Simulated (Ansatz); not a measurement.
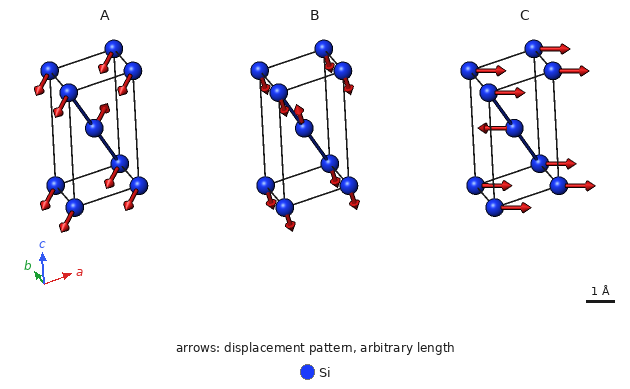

Three modes of a crystal of Si at the zone centre of a doubled cell, in no order. Displacements are drawn as red arrows; their common scale and sign are arbitrary. Style: ball-and-stick. Shown: the cell of the calculation, slightly off an axis.

Method: DFT r2SCAN, scalar-relativistic, plane waves, PAW (Ansatz). Set-up: plane-wave cutoff 500 eV; k-point mesh 24 × 24 × 16; occupations gaussian; smearing width 0.15 eV; no spin polarisation.

Question: Order them from the lowest to the highest frequency (imaginary ones first).

Answer: A (82 cm⁻¹), C (95 cm⁻¹), B (320 cm⁻¹). A, non-degenerate: All motion is along [3 3 1] of the drawn cell; atoms of one kind move against one another, with no net shift of their sublattice. C, non-degenerate: All motion is along [1 −1 0] of the drawn cell; atoms of one kind move against one another, with no net shift of their sublattice; the Si–Si bond lengths don't change to first order, so for these it is a bending, tilting or sliding motion. B, non-degenerate: All motion is along [1 1 −2] of the drawn cell; atoms of one kind move against one another, with no net shift of their sublattice; of the bonds it mainly stretches Si–Si, some lengthening while others shorten. The crystal is metallic in this run.
